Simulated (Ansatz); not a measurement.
# Ti12H2O: geometry relaxation (part 3 of 3)

Continued. System: Ti12H2O (slab, 15 atoms in the cell). Method: DFT PBE+D3(BJ), scalar-relativistic, plane waves, PAW, no spin polarisation (Ansatz 0.2.0); cutoff 420 eV, 4×4×1 k-mesh, Gaussian smearing of 0.1 eV. The structure derives from an entry of the Crystallography Open Database. The input holds or restrains some coordinates. Forces given for the steps count only the free coordinates. It belongs to a series of runs on one base structure; here: 1 H2O a cell, tilted, over a bridge Ti-Ti site.

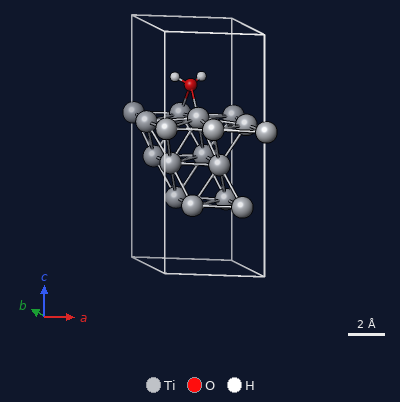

Fig. 1: The geometry at step 6 of the log (ball-and-stick view of the cell of the calculation, with the vacuum cut short, seen slightly off an axis).

Trajectory as extended XYZ, continued:
```
15
Lattice="5.7103 0.0000 0.0000 -2.8551 4.9452 0.0000 0.0000 0.0000 23.0280" Properties=species:S:1:pos:R:3:forces:R:3 step=3 energy=-30593.74721
Ti    1.4276    0.8242    8.0000   -0.0577  -0.0560  -0.1410
Ti    0.0000    3.2968    8.0000    0.1389   0.0772   0.0914
Ti    4.2827    0.8242    8.0000    0.0019  -0.0770   0.2862
Ti    2.8551    3.2968    8.0000   -0.1049   0.0620   0.1019
Ti    2.8088    1.6302   10.2246   -0.0366  -0.0161   0.0583
Ti    1.4274    4.1204   10.3185   -0.0211   0.0003   0.0950
Ti    0.0085    1.6546   10.2433    0.0061   0.0290  -0.0374
Ti   -1.4285    4.1099   10.2083   -0.0039  -0.0503  -0.1246
Ti   -1.5401    2.3968   12.4116    0.0276   0.0492   0.1009
Ti    0.0863    0.0477   12.4880    0.0824  -0.0093   0.0447
Ti    1.4314    2.4440   12.7724    0.0471  -0.0464  -0.1501
Ti    2.7764    0.0145   12.5839   -0.1057  -0.0095  -0.2106
O     0.6922    3.7334   14.4962    0.0053   1.0538   0.5695
H     0.9031    4.6638   14.8848    0.1173  -0.8377  -0.5625
H    -0.1620    3.4704   14.9151   -0.0967  -0.1690  -0.1218
15
Lattice="5.7103 0.0000 0.0000 -2.8551 4.9452 0.0000 0.0000 0.0000 23.0280" Properties=species:S:1:pos:R:3:forces:R:3 step=4 energy=-30593.80234
Ti    1.4276    0.8242    8.0000   -0.0425  -0.0356  -0.2329
Ti    0.0000    3.2968    8.0000    0.1922   0.0776  -0.0156
Ti    4.2827    0.8242    8.0000   -0.0160  -0.0830   0.2690
Ti    2.8551    3.2968    8.0000   -0.1611   0.0309  -0.0031
Ti    2.8040    1.6293   10.2193    0.0077   0.0175  -0.0641
Ti    1.4242    4.1153   10.3125    0.0247   0.0174  -0.0197
Ti    0.0076    1.6556   10.2289   -0.0135  -0.0490   0.0439
Ti   -1.4335    4.0956   10.1775   -0.0394   0.0105  -0.0250
Ti   -1.5323    2.3969   12.4116   -0.0712  -0.0070  -0.0743
Ti    0.0984    0.0394   12.4680    0.0764   0.0249  -0.0139
Ti    1.4354    2.4305   12.6954    0.0296  -0.0326   0.0291
Ti    2.7665    0.0120   12.4913    0.0086  -0.0079   0.1446
O     0.7055    3.7577   14.3800   -0.0219   0.5618   0.4222
H     1.0436    4.6387   14.7585   -0.0223  -0.4670  -0.3458
H    -0.1779    3.5844   14.8003    0.0487  -0.0592  -0.1159
15
Lattice="5.7103 0.0000 0.0000 -2.8551 4.9452 0.0000 0.0000 0.0000 23.0280" Properties=species:S:1:pos:R:3:forces:R:3 step=5 energy=-30593.81385
Ti    1.4276    0.8242    8.0000   -0.0784  -0.0281  -0.2917
Ti    0.0000    3.2968    8.0000    0.2174   0.0627  -0.0107
Ti    4.2827    0.8242    8.0000    0.0015  -0.0987   0.2732
Ti    2.8551    3.2968    8.0000   -0.1594   0.0333  -0.0110
Ti    2.7978    1.6201   10.2122   -0.0019  -0.0009   0.0070
Ti    1.4357    4.1124   10.3175   -0.0352  -0.0019   0.0161
Ti    0.0036    1.6499   10.2268    0.0106   0.0479  -0.0176
Ti   -1.4312    4.0961   10.1686    0.0437  -0.0180  -0.0028
Ti   -1.5415    2.3990   12.3877    0.0815   0.0559   0.0671
Ti    0.1406    0.0598   12.4569   -0.0847  -0.1205   0.0614
Ti    1.4394    2.4195   12.7146   -0.0069   0.1060   0.0318
Ti    2.7920    0.0113   12.5172   -0.0186  -0.0279  -0.0331
O     0.7182    3.7897   14.4222    0.0423  -0.0262  -0.1403
H     1.1349    4.6477   14.7297   -0.1141  -0.0919   0.0293
H    -0.2087    3.7015   14.7742    0.1021   0.1077   0.0258
15
Lattice="5.7103 0.0000 0.0000 -2.8551 4.9452 0.0000 0.0000 0.0000 23.0280" Properties=species:S:1:pos:R:3:forces:R:3 step=6 energy=-30593.80848 accepted=F
Ti    1.4276    0.8242    8.0000   -0.0464  -0.0083  -0.2106
Ti    0.0000    3.2968    8.0000    0.2201   0.0514  -0.0216
Ti    4.2827    0.8242    8.0000    0.0067  -0.0795   0.3064
Ti    2.8551    3.2968    8.0000   -0.1723   0.0529  -0.0057
Ti    2.8132    1.6418   10.2214    0.0044   0.0012  -0.0141
Ti    1.4248    4.1219   10.3169    0.0326  -0.0129  -0.0351
Ti    0.0162    1.6591   10.2391   -0.0188  -0.0730   0.0391
Ti   -1.4241    4.1018   10.1719   -0.0558   0.0252  -0.0016
Ti   -1.5107    2.4157   12.4239   -0.1629  -0.0596  -0.1351
Ti    0.1036    0.0190   12.4679    0.1621   0.1381  -0.0418
Ti    1.4427    2.4331   12.7176    0.0339  -0.0531  -0.0626
Ti    2.7785    0.0183   12.5058   -0.0034   0.0554   0.0145
O     0.7323    3.8500   14.3444   -0.0134  -0.0733   0.1710
H     1.1872    4.6600   14.7121    0.0494   0.0464  -0.0062
H    -0.1474    3.7380   14.7901   -0.0365  -0.0110   0.0034
15
Lattice="5.7103 0.0000 0.0000 -2.8551 4.9452 0.0000 0.0000 0.0000 23.0280" Properties=species:S:1:pos:R:3:forces:R:3 step=7 energy=-30593.82035
Ti    1.4276    0.8242    8.0000   -0.0689  -0.0216  -0.2642
Ti    0.0000    3.2968    8.0000    0.2173   0.0617  -0.0160
Ti    4.2827    0.8242    8.0000    0.0012  -0.0902   0.2793
Ti    2.8551    3.2968    8.0000   -0.1575   0.0385  -0.0051
Ti    2.8026    1.6274   10.2157   -0.0049  -0.0025  -0.0043
Ti    1.4337    4.1167   10.3157   -0.0091  -0.0007   0.0096
Ti    0.0068    1.6547   10.2302    0.0038   0.0099   0.0002
Ti   -1.4279    4.0993   10.1704    0.0111  -0.0037  -0.0029
Ti   -1.5349    2.4079   12.3984    0.0253   0.0168   0.0143
Ti    0.1333    0.0515   12.4609   -0.0284  -0.0442   0.0248
Ti    1.4391    2.4296   12.7104    0.0086   0.0308   0.0160
Ti    2.7908    0.0141   12.5157   -0.0177   0.0175  -0.0613
O     0.7246    3.8057   14.3992    0.0026  -0.0080  -0.0232
H     1.1464    4.6546   14.7155    0.0409   0.0109   0.0172
H    -0.1965    3.7492   14.7676   -0.0244  -0.0154   0.0156
15
Lattice="5.7103 0.0000 0.0000 -2.8551 4.9452 0.0000 0.0000 0.0000 23.0280" Properties=species:S:1:pos:R:3:forces:R:3 step=8 energy=-30593.82166
Ti    1.4276    0.8242    8.0000   -0.0686  -0.0188  -0.2642
Ti    0.0000    3.2968    8.0000    0.2178   0.0605  -0.0108
Ti    4.2827    0.8242    8.0000    0.0026  -0.0883   0.2847
Ti    2.8551    3.2968    8.0000   -0.1607   0.0500  -0.0103
Ti    2.8036    1.6327   10.2141    0.0063   0.0061  -0.0050
Ti    1.4320    4.1198   10.3168    0.0015  -0.0030  -0.0038
Ti    0.0088    1.6563   10.2328   -0.0042  -0.0016   0.0045
Ti   -1.4268    4.1025   10.1701   -0.0002  -0.0090  -0.0043
Ti   -1.5303    2.4138   12.4004   -0.0023   0.0060   0.0033
Ti    0.1304    0.0474   12.4634   -0.0027   0.0024   0.0007
Ti    1.4400    2.4373   12.7128    0.0092   0.0007   0.0026
Ti    2.7887    0.0245   12.5093   -0.0010  -0.0119  -0.0061
O     0.7338    3.8031   14.3944   -0.0244   0.0118   0.0134
H     1.1754    4.6394   14.7181    0.0035  -0.0048   0.0075
H    -0.1816    3.7481   14.7791    0.0233   0.0000  -0.0120
```

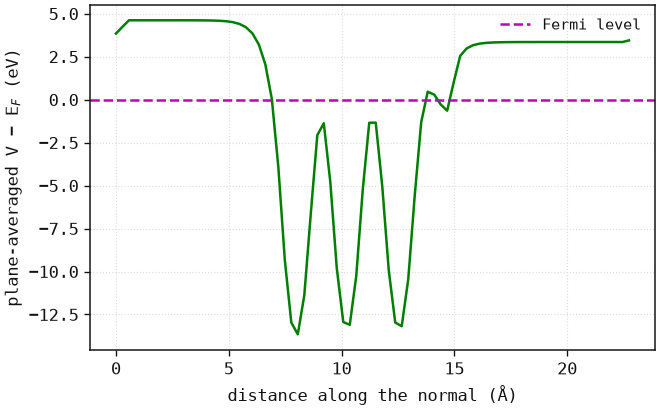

Fig. 2: Plane average of the electrostatic potential energy of an electron across the cell, from the Fermi level. The vacuum level lies 3.35 eV above the Fermi level on the upper side and 4.61 eV on the lower.

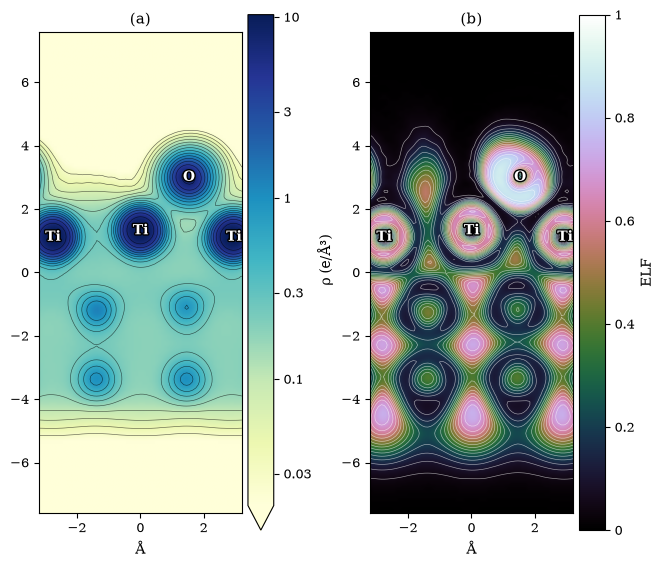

Fig. 3: (a) valence electron density; (b) ELF on the (100) plane of the calculation cell, a cut from vacuum to vacuum. The section cuts through Ti and O sites. Ti–O (2.28 Å): the density is about 0.28 e/Å³ at the midpoint; the ELF is about 0.10 at the midpoint (a polar contact without a shared pair, in a metal). Ti–O (2.36 Å): ρ at the midpoint is about 0.25 e/Å³; the ELF is about 0.10 at the midpoint (a polar contact without a shared pair, in a metal). Ti–Ti (2.77 Å): ρ at the midpoint is about 0.24 e/Å³; the ELF is about 0.25 at the midpoint (no localised pair between them). Ti–Ti (2.77 Å): ρ is about 0.24 e/Å³ halfway; the ELF is about 0.25 at the midpoint (no localised pair between them). The density dies away to nearly zero in the vacuum. The strong features right at Ti lie inside the PAW spheres (semicore, d or f shells) and say nothing about bonding. Core electrons are frozen (PAW), so the fields are smoothed inside the atomic spheres.

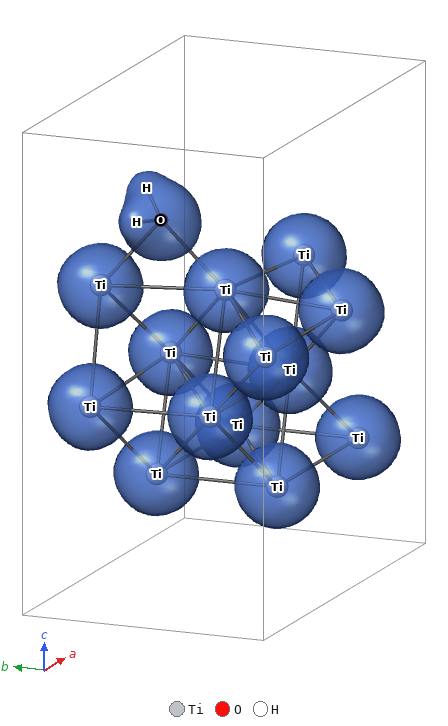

Fig. 4: Isosurface of the valence electron density at 0.4 e/Å³ (blue), seen at an oblique angle. Sticks mark near contacts. At this value the density breaks into separate islands; it holds about 75 % of the electrons treated as valence (semicore included). It is pinched off along the Ti–O (2.28 Å), Ti–Ti (2.66 Å) and Ti–O (2.36 Å) contacts. On the grid the lowest density along these lines, outside the cores, is 2 e/Å³ (O–H, 0.99 Å), 0.28 e/Å³ (Ti–O, 2.28 Å), 0.24 e/Å³ (Ti–Ti, 2.66 Å) and 0.25 e/Å³ (Ti–O, 2.36 Å).

This output came from the following input.

Input file:
```yaml
crystal:
  lattice:
    - [5.7102790045, 0.0, 0.0]
    - [-2.8551395022, 4.9452466806, 0.0]
    - [0.0, 0.0, 23.0280232833]
  atoms:
    - { symbol: Ti, position: [0.3333333333, 0.1666666667, 0.3474028101] }
    - { symbol: Ti, position: [0.3333333333, 0.6666666667, 0.3474028101] }
    - { symbol: Ti, position: [0.8333333333, 0.1666666667, 0.3474028101] }
    - { symbol: Ti, position: [0.8333333333, 0.6666666667, 0.3474028101] }
    - { symbol: Ti, position: [0.6666666667, 0.3333333333, 0.4449698247] }
    - { symbol: Ti, position: [0.6666666667, 0.8333333333, 0.4449698247] }
    - { symbol: Ti, position: [0.1666666667, 0.3333333333, 0.4449698247] }
    - { symbol: Ti, position: [0.1666666667, 0.8333333333, 0.4449698247] }
    - { symbol: Ti, position: [0.0, 0.5, 0.5423389005] }
    - { symbol: Ti, position: [0.0, 0.0, 0.5423389005] }
    - { symbol: Ti, position: [0.5, 0.5, 0.5423389005] }
    - { symbol: Ti, position: [0.5, 0.0, 0.5423389005] }
    - { symbol: O, position: [0.5, 0.75, 0.6456912365] }
    - { symbol: H, position: [0.5922809867, 0.9487695739, 0.6506113288] }
    - { symbol: H, position: [0.3162742999, 0.6837512803, 0.661567545] }
basis:
  ecutwfc: 420
kpoints:
  mp_grid: { grid: [4, 4, 1] }
hamiltonian:
  xc: pbe
  dispersion: d3bj
scf:
  occupations: { method: gaussian, width: 0.1 }
output:
  forces: true
  eigenvalues: true
  write_density: true
  write_potential: true
  elf: true
  volumetric_format: npy
relax:
  adjacent_minimum: "off"
  f_tol: 0.04
  max_steps: 100
  constraints: [{ sites: [0, 1, 2, 3] }]
efield:
  axis: 3
  dipole_correction: true
  ramp_width: 0.04
```

Launched with:
```bash
ansatz run input.yaml --threads 4 --pin off --max-ram 10240MiB --backend cpu --events-out ev --progress --plain --runs-dir out
```

Summary:

```tsv
quantity	value
outcome	converged under the restraints of the input
electrons treated	152
free energy	−30593.8217 eV
work function, top face	3.35 eV
work function, bottom face	4.61 eV
Fermi energy	1.937 eV
gap on the k-point mesh	none (metallic)
final volume	650.28 Å³
work function (upper face)	3.35 eV
largest force (length of the vector) at the end, held atoms and coordinates included	0.298 eV/Å
hardware	4 threads of Arm Neoverse V1, 24 GiB of memory available, shared host
wall time	3 min (CPU time 12 min)
peak memory	1.6 GiB
```

Notes:

The program warns: the exchange-correlation potential is rough where the density is thin.
